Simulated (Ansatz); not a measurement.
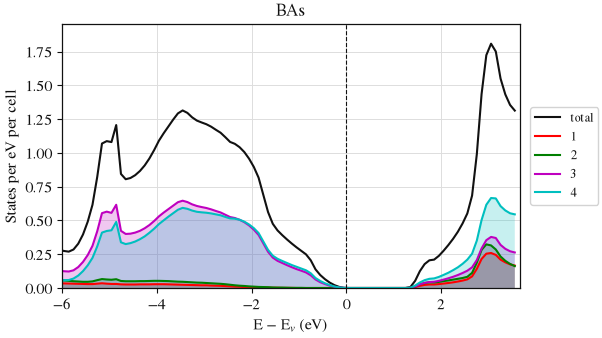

Density of states. Energies are counted from the top of the valence band. The partial curves are projected on Löwdin-orthogonalised atomic shells.

System: BAs, space group F-43m, 2 atoms in the cell.

Level of theory: DFT PBE, scalar-relativistic, plane waves, PAW, no spin polarisation, 6×6×6 k mesh, 420 eV cutoff, Gaussian smearing of 0.1 eV; code Ansatz 0.2.0.

> Assign each number in the legend. The candidates: As 4p, As 4s, B 2p, B 2s.

1 is As 4s; 2 is B 2s; 3 is As 4p; 4 is B 2p.

> Is there a gap at the Fermi level, and how wide?

There is a gap; over the k points computed it is 1.30 eV.

The k mesh is coarse for this system.
